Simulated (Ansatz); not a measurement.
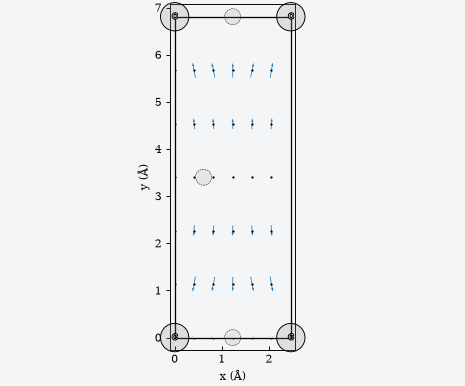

H on a C(110) slab cut from the Fmmm phase, its upper half relaxed before the scan (20 atoms of substrate and one adsorbate in a 2 × 1 cell). 
- H is moved over the surface cell at a fixed height above a rigid substrate; the origin of the map has the adsorbate above C19; the height is held at 3.30 Å.
- Places are given modulo a cell vector. The map is drawn in real space over the plane of the surface.
- The scan uses a 6 × 6 grid; 24 points were computed and 12 follow by symmetry.
- Places are given in fractions of the 1 × 1 surface cell.
- The runs have no spin polarisation, so an open-shell adsorbate far from the surface lies too high. At a fixed height the lowest place need not be the adsorption site.
- Theory: Ansatz, DFT PBE+D3(BJ), scalar-relativistic, plane waves, PAW. Settings: cutoff 420 eV, k-mesh 6×4×1, gaussian smearing 0.1 eV, no spin polarisation.

The picture shows dots at the grid points, arrows along the force (downhill), their lengths compressed, labelled circles for the atoms of the top layer and small ones for the second layer, the outline of one cell of the plane.

> The arrows alone are given. Where is the energy lowest?

The arrows converge at the top site over a surface C atom, (0/6, 0/6) of the cell vectors (read from the interpolated surface).

The energy map of the same scan:

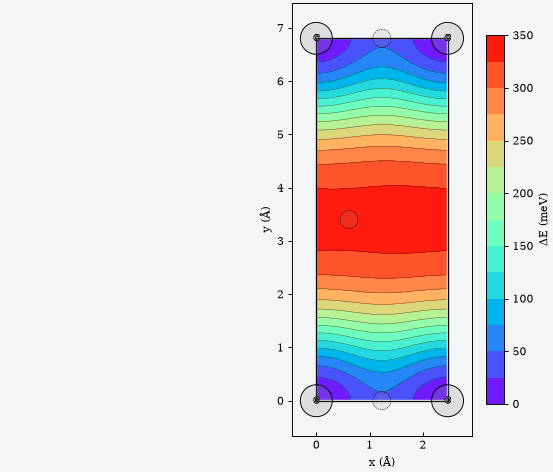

Energies are in meV, from the lowest grid point; between grid points the surface is interpolated.

PAW datasets: the set soft_1.
